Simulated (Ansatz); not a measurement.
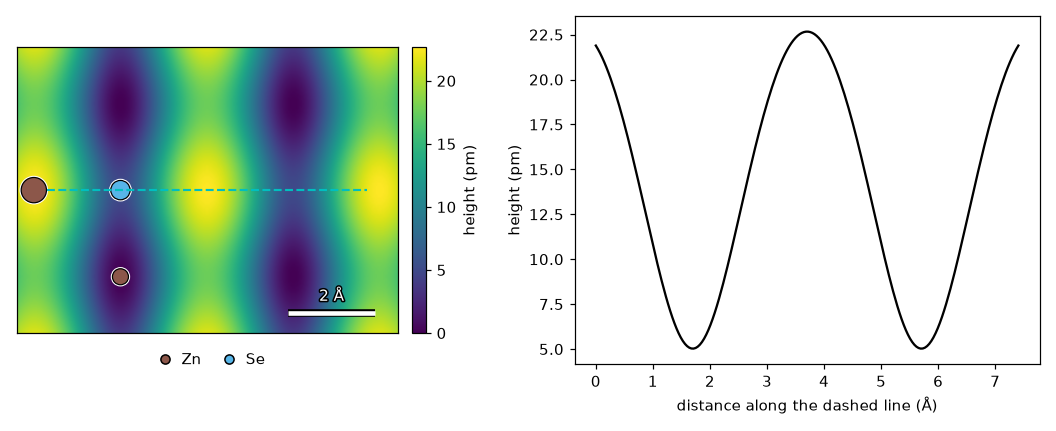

Constant-current image at a set point of 8.5 × 10⁻⁶ e/Å³ of ZnSe(100) (F-43m bulk, 8 atomic planes (those closer than 0.6 Å count as one), 10 Å, Zn-terminated), sample bias −1.00 V. The atoms seen from above are drawn over one corner (deeper ones smaller). The right panel is the profile along the dashed line.

Model: Tersoff–Hamann, s-wave tip, no tip–sample forces. Bias windows are sharp sums over the levels of the k mesh.

The calculation used Ansatz 0.2.0, DFT PBE, scalar-relativistic, plane waves, PAW. Cutoff 420 eV, 15 × 15 k-points, Gaussian smearing 0.05 eV, dipole correction. The slab is a cut without reconstruction beyond its cell, at the source's lattice constants, with its lower half held fixed and the rest relaxed. Real surfaces of this kind mostly reconstruct in larger cells, which this cell doesn't allow. Its faces differ (Zn on top, Se below), so the slab is asymmetric; states at the Fermi level may come from the unlike faces. No spin polarisation. The run couldn't confirm all of its levels under its output density. The run warns that the functional's potential is rough in the thin density of the vacuum, where the tip is; weak contrasts and barriers may feel it.

```xyz
8
Lattice="4.0076 0.0000 0.0000 0.0000 4.0076 0.0000 0.0000 0.0000 26.9183" Properties=species:S:1:pos:R:3 pbc="T T T"
Se    0.0000    2.0038    8.5000
Zn    2.0038    2.0038    9.9169
Se    2.0038    0.0000   11.3338
Zn    0.0000    0.0000   12.7507
Se    0.0000    2.0038   14.2794
Zn    2.0038    2.0038   15.6668
Se    2.0038    0.0000   17.2298
Zn    0.0000    0.0000   18.6409
```

**Assign the bright and dark features to the surface structure.**

The brightest spots lie over the top Zn atoms; the darkest points are over the sites above the Zn atoms 3.0 Å below the top plane. The corrugation is 23 pm at a mean tip height of 5.0 Å.
